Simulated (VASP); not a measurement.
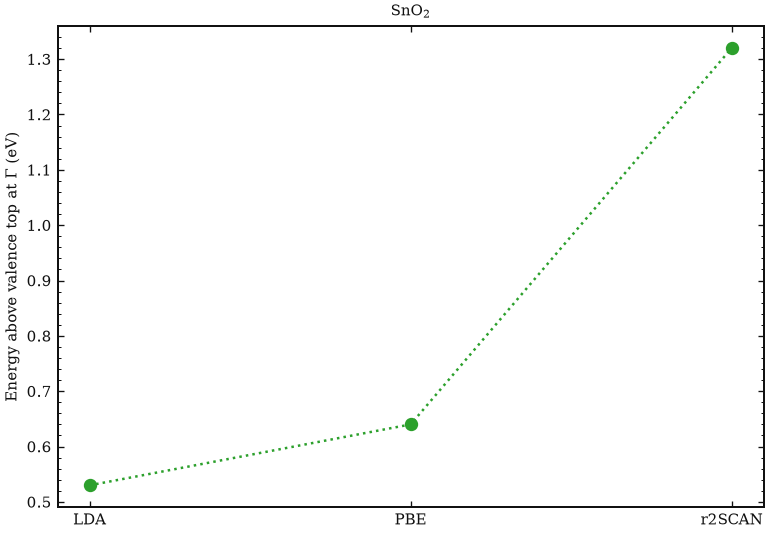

Lowest conduction level at Γ, counted from the valence-band top at Γ, by several methods on one cell of rutile-type SnO2, space group P4_2/mnm (No. 136), 6 atoms in the cell; a = 4.830 Å, c = 3.242 Å (tetragonal axes). All runs are without spin-orbit coupling and carry no moments.

**How do the methods rank at Γ?**

From low to high: LDA 0.53, PBE 0.64, r2SCAN 1.32 eV.

```
method  program  Γ (eV)
   LDA     VASP    0.53
   PBE     VASP    0.64
r2SCAN     VASP    1.32
```

Settings. LDA: VASP PAW LDA potentials, release 64 (Sn_d, O), 8×8×10 k mesh, 450 eV cutoff, Gaussian smearing of 0.02 eV (VASP 6.6.1). PBE: VASP PAW PBE potentials, release 64 (Sn_d, O), 7×7×10 k mesh, 520 eV cutoff, Gaussian smearing of 0.02 eV (VASP). r2SCAN: VASP PAW PBE potentials, release 64 (Sn_d, O), 8×8×10 k mesh, 450 eV cutoff, Gaussian smearing of 0.02 eV (VASP).

LDA, GGA and most meta-GGA functionals understate gaps. The cell was derived from a database entry in an earlier step, so it needn't be the measured one. r2SCAN: the PAW data sets were made with another functional.
